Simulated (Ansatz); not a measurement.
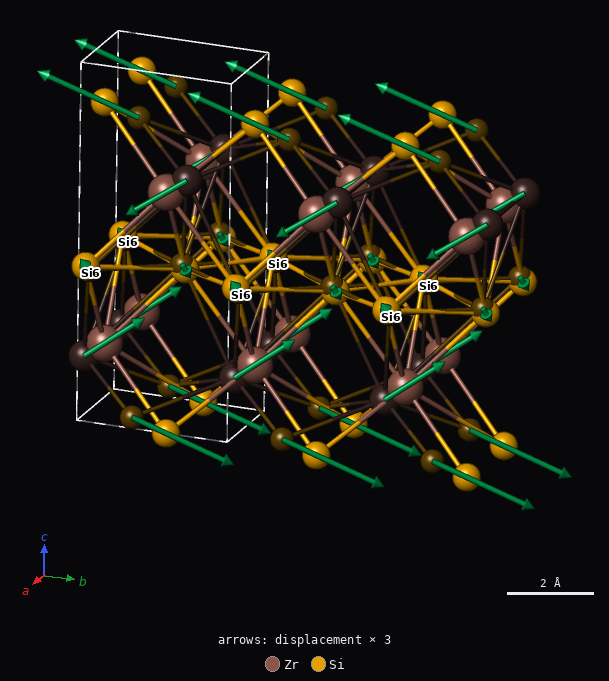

This is a relaxation of crystalline ZrSi₂ (set up in P1). The starting structure is drawn faded, the final one solid; green arrows show the displacements, magnified 3 times.

Style: ball-and-stick. Shown: the cell of the calculation, reduced to other axes, repeated 2 × 3 × 1 with one cell outlined, slightly off an axis. Lengths and directions refer to the drawn axes.

Case: cell sheared at random, sigma 0.1, atoms nudged by 0.01 Å; relaxed back.

These are results of Ansatz 0.2.0, DFT PBEsol, scalar-relativistic, plane waves, PAW, not measurements.

The input:
```yaml
crystal:
  lattice:
    - [2.1655278345, -8.6465372003, -0.3717294801]
    - [1.3987590134, 8.4531190918, 0.1331133813]
    - [-0.2374800585, 0.1267407617, 3.1301118824]
  atoms:
    - { symbol: Zr, position: [0.894324872, 0.102137866, 0.7501618415] }
    - { symbol: Zr, position: [0.1034699299, 0.89276336, 0.2485958349] }
    - { symbol: Si, position: [0.5508823585, 0.444364936, 0.752880041] }
    - { symbol: Si, position: [0.4507682294, 0.5579159243, 0.2499247027] }
    - { symbol: Si, position: [0.250244368, 0.7522099357, 0.7493702365] }
    - { symbol: Si, position: [0.7503102421, 0.2506079781, 0.2490673435] }
basis:
  ecutwfc: 420
kpoints:
  mp_grid: { grid: [10, 10, 10] }
hamiltonian:
  xc: pbesol
scf:
  occupations: { method: gaussian, width: 0.15 }
output:
  forces: true
  stress: true
  eigenvalues: true
  write_density: true
  write_potential: true
  elf: true
  volumetric_format: npy
relax:
  adjacent_minimum: "off"
  f_tol: 0.01
  max_steps: 80
```

Run as
```bash
ansatz run input.yaml --threads 2 --pin off --max-ram 5120MiB --backend cpu --events-out ev --progress --plain --runs-dir out
```

Question: Which element moves most?

Answer: Silicon: up to 0.90 Å, against 0.58 Å for zirconium.

Question: Describe the change and its energy.

Answer: The largest moves, 0.90 Å, are those of Si3 and Si4. Si4 goes roughly along [−1 3 −1]. By element the largest moves are Si 0.90 Å, Zr 0.58 Å. The cell doesn't change. Near-neighbour distances that change, for instance: Si3–Si4 4.325 → 2.586 Å, Si3–Si4 (another image) 4.029 → 2.786 Å, Zr1–Si4 2.574 → 3.215 Å, Zr2–Si3 2.587 → 3.215 Å. Among the angles between lasting bonds that change: Zr1–Si4–Si3 130.2° → 90.5°, Zr1–Si4–Zr2 85.5° → 124.1°, Zr1–Si3–Zr2 86.0° → 124.1°. Within 0.06 Å the space group is P-1 at the start and P-1 at the end; at a tighter tolerance small leftover displacements or strains of the cell lower it. The energy falls by 1.843 eV per cell of the calculation in 9 accepted moves (11 points after the start). The largest force component goes from 2.4 to 0.0055 eV/Å. The line search rejected the trial step at point 8 of the run. 1 step only repeated the SCF at the same geometry.
